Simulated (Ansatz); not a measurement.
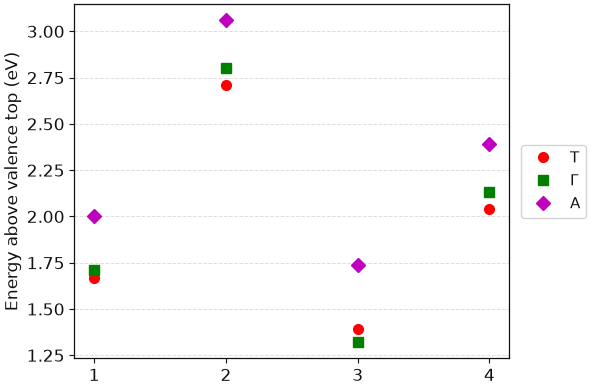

Lowest conduction level at each named k point, counted from the valence-band top at Γ, by several methods on one cell of Ga₄AsP₃ (ordered alloy on zincblende lattice), space group Amm2, 8 atoms in the primitive cell, relaxed with r2SCAN; a = 3.89 Å, b = 6.74 Å, c = 6.74 Å, α = 70.56°, β = 90.00°, γ = 90.00°. All runs are without spin-orbit coupling and carry no moments. In reduced coordinates of the cell that was run, T is (−0.5, −0.5, −0.5) and A is (−0.5, 0.375, −0.375).

Q: Which column is which method? They are PBE0, r2SCAN, HSE06 and PBE.

A: 1 is r2SCAN; 2 is PBE0; 3 is PBE; 4 is HSE06.

| method | program | T (eV) | Γ (eV) | A (eV) |
| --- | --- | --- | --- | --- |
| PBE | Ansatz | 1.39 | 1.32 | 1.74 |
| r2SCAN | Ansatz | 1.67 | 1.71 | 2.00 |
| HSE06 | Ansatz | 2.04 | 2.13 | 2.39 |
| PBE0 | Ansatz | 2.71 | 2.80 | 3.06 |

Q: Does HSE06 shift these levels rigidly from PBE?

A: The shifts are +0.65 eV at T, +0.81 eV at Γ and +0.65 eV at A, and at points that aren't plotted +0.86 eV (S), +0.75 eV (Y), +0.88 eV (Z), +0.74 eV (R) and +0.78 eV (X): over the named points that both runs hold, a spread of 0.23 eV on a mean of 0.76 eV, so one shift describes them only roughly.

Settings. PBE: Ansatz PAW set, 6×4×4 k mesh, 420 eV cutoff, Fermi-Dirac smearing of 0.02 eV (Ansatz 0.2.0). r2SCAN: Ansatz PAW set, 6×4×4 k mesh, 500 eV cutoff, fixed occupations (Ansatz 0.2.0). HSE06: Ansatz PAW set, 4×2×2 k mesh, 420 eV cutoff, fixed occupations (Ansatz). PBE0: Ansatz PAW set, 4×2×2 k mesh, 420 eV cutoff, fixed occupations (Ansatz).

Spin-orbit coupling is left out, which matters for As. The cell was built by a generator and needn't be a form met in nature. r2SCAN, HSE06 and PBE0: the PAW data sets were made with another functional. LDA, GGA and most meta-GGA functionals understate gaps. HSE06 and PBE0: the k mesh is coarse, so the values aren't converged, least of all with exact exchange. In reduced coordinates of the cell that was run, S is (0, 0, −0.5), Y is (0, −0.5, −0.5), Z is (−0.5, 0, 0), R is (−0.5, 0, −0.5) and X is (0, 0.375, −0.375).
